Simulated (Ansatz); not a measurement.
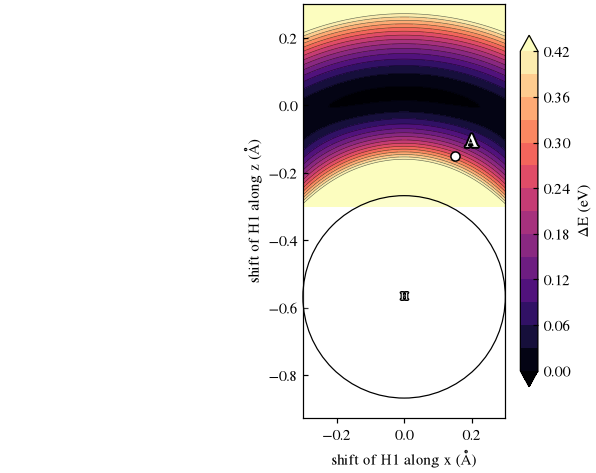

H (Cmce, No. 64; 4 atoms in the cell). Atom H1 is moved over a plane while all other atoms and the cell stay fixed (its periodic images move with it) (x along [1 0 0], y along [0 1 0], z along [0 0 1] of the conventional cell). The first coordinate is: shift of H1 along x; the second: shift of H1 along z. Grid: 5 × 5 points; 15 points were computed and 10 follow by symmetry. Points are written as (first, second). All energies are given in eV per cell relative to the lowest grid point. The reference cell is the one listed in the database, not relaxed at this level. Level of theory: DFT LDA, scalar-relativistic, plane waves, PAW in Ansatz. Settings: cutoff 420 eV, k-mesh 6×6×6, gaussian smearing 0.05 eV, no spin polarisation.

In the figure: filled contours, labelled circles for the fixed atoms within 1 Å of the plane, one colour for all values above the top of the scale, the point A. Between grid points the surface is interpolated.

Question: Which way does the force act at A, and how strong is it?

Answer: A, at (0.15 Å, −0.15 Å), is not a stationary point. The computed force is 3.7 eV/Å in the plane, pointing up in the picture (components 1.2 and 3.5 eV/Å).
